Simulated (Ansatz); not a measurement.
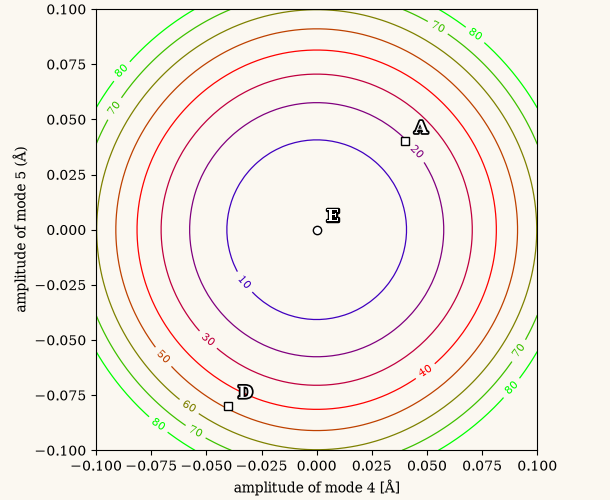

AlNi (Pm-3m, No. 221; 2 atoms in the cell). The energy is mapped over two normal modes frozen in (zone-centre modes of the 2-atom cell of this scan). The first coordinate is: amplitude of mode 4 (289 cm⁻¹), largest displacement; the second: amplitude of mode 5 (289 cm⁻¹), largest displacement. Nothing is relaxed (the cell and all other modes fixed). The scan uses an 11 × 11 grid; 21 points were computed and 100 follow by symmetry. Points are written as (first, second). Energies: meV per cell, counted from the lowest grid point. The runs have no spin polarisation; a magnetic state may lie lower. The calculation used DFT PBE, scalar-relativistic, plane waves, PAW (Ansatz 0.2.0). Settings: cutoff 520 eV, k-mesh 16×16×16, gaussian smearing 0.15 eV, no spin polarisation.

In the figure: contour lines labelled in meV (none above 80), lettered points. Between grid points the surface is interpolated.

**Is D the lowest point of the computed grid?**

No. D lies 49 meV above the lowest grid point, which is at (0.00 Å, 0.00 Å).

**What kind of point is each of A, D, E: minimum, saddle, maximum or slope?**

A: on a slope; D: on a slope; E: minimum. (In these two coordinates alone; a stationary point may lie a little off the grid point.)

**Rank the lettered points by energy, lowest first.**

E (0 meV), A (19 meV), D (49 meV).

PAW datasets: the set soft_1.
